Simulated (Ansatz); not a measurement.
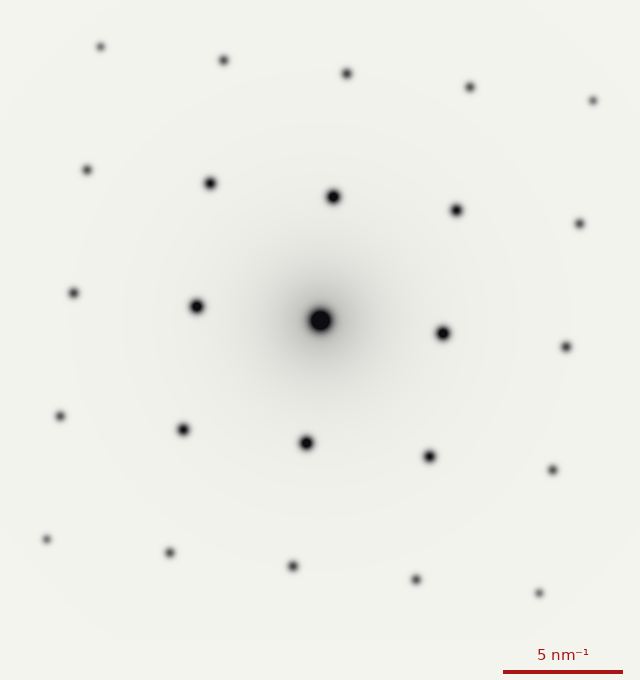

Simulated selected-area electron diffraction pattern (200 kV, kinematic approximation, thin crystal, B = 0.3 Å² for all atoms).

Candidate phases (model or computed cells):
A. Ru, space group Pm-3m (No. 221), a = 2.490 Å
B. Ru, space group Fd-3m (No. 227), a = 5.41 Å
C. Ru, space group P6_3/mmc (No. 194), a = 2.680 Å, c = 8.606 Å (hexagonal axes)
D. C, space group Pm-3m (No. 221), a = 1.744 Å

Identify the phase and the zone axis.

Answer. Candidate B (Ru), along [001] or an equivalent direction. The spots form a square net with both shortest vectors at d = 1.91 Å, 90.0° apart. They index as 2 -2 0 and 2 2 0; no zone of the other candidates with indices up to 3 has this net. Some points of the net are extinct or too weak to see.
